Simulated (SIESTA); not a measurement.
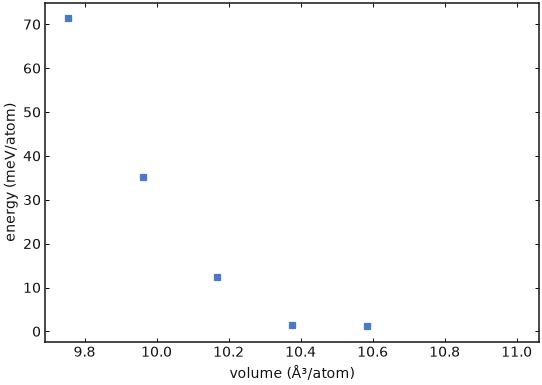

The figure shows the energy against volume for WC, space group P-6m2 (No. 187).

Cell as given: a = 2.906 Å, b = 2.907 Å, c = 2.837 Å, α = 90.00°, β = 90.00°, γ = 120.00°; 2 atoms.

Computed with SIESTA 5.4.2: DFT in numerical atomic orbitals with pseudopotentials, no spin polarisation; energies at scaled volumes of the given cell, shape and fractions fixed, counted from the fit's minimum, third-order Birch-Murnaghan fit. Level: PBE with D3(BJ).

- k mesh: 10×10×9
- occupations: Fermi–Dirac
- smearing width: 0.05 eV
- potentials: PseudoDojo 0.4 standard, converted to PSML, two zetas on semicore shells
- program settings: basis DZP, mesh cutoff 800 Ry

The points at volume 10.79 Å³/atom and 11.00 Å³/atom are left out of the plot. What values does the calculation give there?

```tsv
volume (Å³/atom)	energy (meV/atom)
10.79	10.54
11.00	28.71
```

Limits of the calculation: mulliken charges of long orbitals; short basis over semicore shells; shape and atomic fractions are frozen while scaling, which makes layered, chain and framework solids too stiff.
